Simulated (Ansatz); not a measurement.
Band edges of AgBr (Fm-3m).

Input

```yaml
crystal:
  lattice:
    - [0.0, 2.87015, 2.87015]
    - [2.87015, 0.0, 2.87015]
    - [2.87015, 2.87015, 0.0]
  atoms:
    - { symbol: Ag, position: [0.0, 0.0, 0.0] }
    - { symbol: Br, position: [0.5, 0.5, 0.5] }
basis:
  ecutwfc: 420
kpoints:
  mp_grid: { grid: [12, 12, 12] }
hamiltonian:
  xc: pbe
scf:
  occupations: { method: gaussian, width: 0.05 }
output:
  forces: true
  eigenvalues: true
  eigenstates:
    nscf_kmesh: { grid: [34, 34, 34] }
    top_band: c6
    de_dk: true
    localisation: true
  stress: true
checkpoint:
  write: ck
  compress: false
  write_wavefunctions: false
  write_every: 100000
```

Command:

```sh
ansatz run input.yaml --threads 1 --pin off --max-ram 3072MiB --backend cpu --events-out ev --progress --plain --runs-dir out
```

All numbers here come from DFT PBE, scalar-relativistic, plane waves, PAW; levels and slopes on a dense k mesh at the converged density (Ansatz). No spin polarisation. Mesh 34×34×34, interpolated with the band slopes. Unrelaxed database geometry.

Masses come from a second pass at points close to the extrema; at the energies drawn a band may no longer be parabolic.

The gap is indirect, 0.67 eV at this level of theory (semilocal functionals give gaps that are too small, and can reorder valleys that lie close).

Valence band: four equivalent maxima at L, two bands meeting there. Band 13 forms the valence edge; band 12 meets it there.
Conduction band: one minimum at Γ, mass 0.19 mₑ in all directions; three equivalent minima at X, 0.93 eV above the edge, principal masses 0.31, 0.31 and 0.47 mₑ. Band 14 forms the conduction edge.

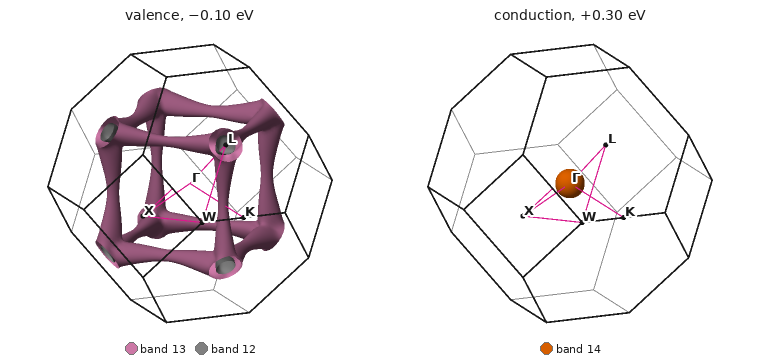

Constant-energy surfaces near the two band edges, measured from each edge.

Where one band's surface lies inside another's, the outer one hides all or part of it.

Spin-orbit coupling, left out here, can change the gap, its kind, the place of the band edges and the masses, since the compound holds Ag and Br.
